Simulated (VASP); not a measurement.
# Two runs on W

System: W (Fm-3m, 1 atom in the cell).
Method of run A: Kohn-Sham DFT of a periodic cell, PBEsol, VASP PAW PBE potentials, recommended, no spin polarisation (VASP 6.6.1).

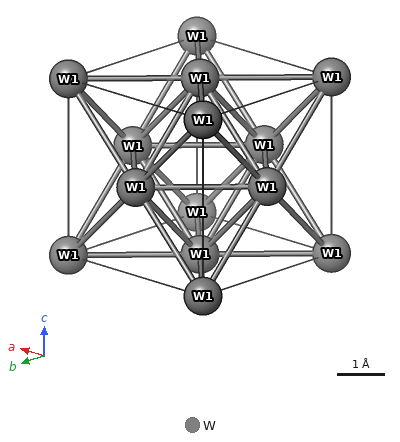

**Figure 1.** The structure as given in the input (ball-and-stick view of the cell 4 times as large as that of the calculation, set on its symmetry axes, seen at an oblique angle; atoms are numbered from 1 in the order of the input). Near neighbours in the crystal (not all of them lie inside the picture): W has 12 W at 2.83 Å.

INCAR, run A:
```
  PREC = Accurate
  ENCUT = 700
  EDIFF = 1E-6
  ISMEAR = 0
  SIGMA = 0.1
  LREAL = F
  LASPH = T
  NELM = 60
  ALGO = Fast
  ISIF = 2
  LWAVE = F
  LCHARG = F
  GGA = PS
  NBANDS = 13
```

KPOINTS, run A:
```
regular mesh
0
Gamma
  18 18 18
```

POSCAR, run A:
```
W
1.0
    0.0000000000      2.0006300000      2.0006300000
    2.0006300000      0.0000000000      2.0006300000
    2.0006300000      2.0006300000      0.0000000000
W
1
Direct
    0.0000000000      0.0000000000      0.0000000000
```

Command:
```bash
cat potpaw_PBE.64/W_sv/POTCAR > POTCAR
mpirun -np 1 vasp_std > vasp.out
```

Hardware: 1 thread of Intel Xeon @ 2.90GHz (Ice Lake), 360 GiB of memory available, shared host.

OSZICAR and lines of OUTCAR (run A):
```
N       E                     dE             d eps       ncg     rms          rms(c)
DAV:   1     0.977953323629E+02    0.97795E+02   -0.87544E+03  5070   0.149E+03
DAV:   2    -0.119161224082E+02   -0.10971E+03   -0.10588E+03  5675   0.363E+02
DAV:   3    -0.139723709065E+02   -0.20562E+01   -0.20441E+01  5530   0.452E+01
DAV:   4    -0.139818027394E+02   -0.94318E-02   -0.94304E-02  5720   0.343E+00
DAV:   5    -0.139818829939E+02   -0.80255E-04   -0.80254E-04  5685   0.302E-01    0.206E+01
RMM:   6    -0.134524971171E+02    0.52939E+00   -0.41571E-01  5503   0.592E+00    0.849E+00
RMM:   7    -0.133172805789E+02    0.13522E+00   -0.27868E-01  5543   0.482E+00    0.689E-01
RMM:   8    -0.133134301366E+02    0.38504E-02   -0.10960E-02  6237   0.116E+00    0.205E-01
RMM:   9    -0.133133215767E+02    0.10856E-03   -0.16034E-03  6137   0.482E-01    0.237E-02
RMM:  10    -0.133133316219E+02   -0.10045E-04   -0.20664E-04  6515   0.178E-01    0.879E-03
RMM:  11    -0.133133268153E+02    0.48066E-05   -0.48767E-05  6424   0.846E-02    0.561E-03
RMM:  12    -0.133133279887E+02   -0.11734E-05   -0.11709E-05  5661   0.413E-02    0.134E-03
RMM:  13    -0.133133279084E+02    0.80278E-07   -0.22357E-06  4515   0.179E-02
   1 F= -.13313328E+02 E0= -.13310059E+02  d E =-.653842E-02
[... from OUTCAR:]
  free energy    TOTEN  =       -13.31332791 eV
  energy without entropy =      -13.30678948  energy(sigma->0) =      -13.31005870
 E-fermi :  10.6414     XC(G=0): -13.6932     alpha+bet :-18.0371
  free  energy   TOTEN  =       -13.3133279084 eV
  energy  without entropy=      -13.3067894850  energy(sigma->0) =      -13.31005870
```

The input of run B differs as follows (lines with − go, lines with + come):
```diff
-  ENCUT = 700
+  ENCUT = 520
-  SIGMA = 0.1
+  SIGMA = 0.5
```

How does run B compare with run A?

The energy of run B (smearing taken to zero) is 3.6 meV per atom lower, the joint effect of these numerical settings, which can't be told apart here. The pressure goes from 0.01 to 0.64 GPa. The number of SCF iterations is the same. The plane waves at Γ go from 692.0 to 444.0.

OSZICAR and lines of OUTCAR (run B):
```
N       E                     dE             d eps       ncg     rms          rms(c)
DAV:   1     0.834886200990E+02    0.83489E+02   -0.74786E+03  5091   0.122E+03
DAV:   2    -0.123712568798E+02   -0.95860E+02   -0.92072E+02  5690   0.316E+02
DAV:   3    -0.140391716011E+02   -0.16679E+01   -0.16571E+01  5610   0.401E+01
DAV:   4    -0.140461752913E+02   -0.70037E-02   -0.70033E-02  5685   0.285E+00
DAV:   5    -0.140462334016E+02   -0.58110E-04   -0.58109E-04  5695   0.246E-01    0.205E+01
RMM:   6    -0.135209111740E+02    0.52532E+00   -0.41233E-01  5499   0.589E+00    0.848E+00
RMM:   7    -0.133866765670E+02    0.13423E+00   -0.27881E-01  5546   0.482E+00    0.690E-01
RMM:   8    -0.133828950818E+02    0.37815E-02   -0.11024E-02  6235   0.115E+00    0.217E-01
RMM:   9    -0.133827606381E+02    0.13444E-03   -0.15633E-03  6102   0.472E-01    0.202E-02
RMM:  10    -0.133827664171E+02   -0.57790E-05   -0.20551E-04  6509   0.177E-01    0.961E-03
RMM:  11    -0.133827600877E+02    0.63293E-05   -0.50183E-05  6395   0.842E-02    0.544E-03
RMM:  12    -0.133827612155E+02   -0.11278E-05   -0.11329E-05  5652   0.399E-02    0.132E-03
RMM:  13    -0.133827611369E+02    0.78589E-07   -0.19441E-06  4481   0.166E-02
   1 F= -.13382761E+02 E0= -.13313699E+02  d E =-.138124E+00
[... from OUTCAR:]
  free energy    TOTEN  =       -13.38276114 eV
  energy without entropy =      -13.24463710  energy(sigma->0) =      -13.31369912
 E-fermi :  10.6919     XC(G=0): -13.6926     alpha+bet :-18.0371
  free  energy   TOTEN  =       -13.3827611369 eV
  energy  without entropy=      -13.2446370994  energy(sigma->0) =      -13.31369912
```

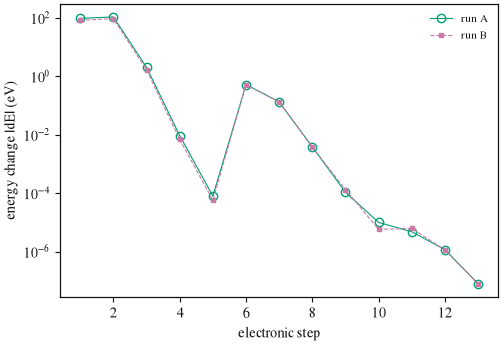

**Figure 2.** Convergence of the two runs: energy change |dE| against the electronic step. Run A takes 13 steps in all, and run B takes 13.

The two runs side by side:

| quantity | run A | run B |
| --- | --- | --- |
| outcome | converged | converged |
| free energy per atom (eV) | −13.3133 | −13.3828 |
| energy per atom, smearing taken to zero (eV) | −13.3101 | −13.3137 |
| gap on the mesh (eV) | 0.00 | 0.00 |
| pressure (GPa) | 0.01 | 0.64 |
| largest force (eV/Å) | 0.000 | 0.000 |
| SCF iterations | 13 | 13 |
| irreducible k-points | 195 | 195 |
| plane waves at Γ | 692 | 444 |

For both runs: Spin–orbit coupling is left out, which matters for W.
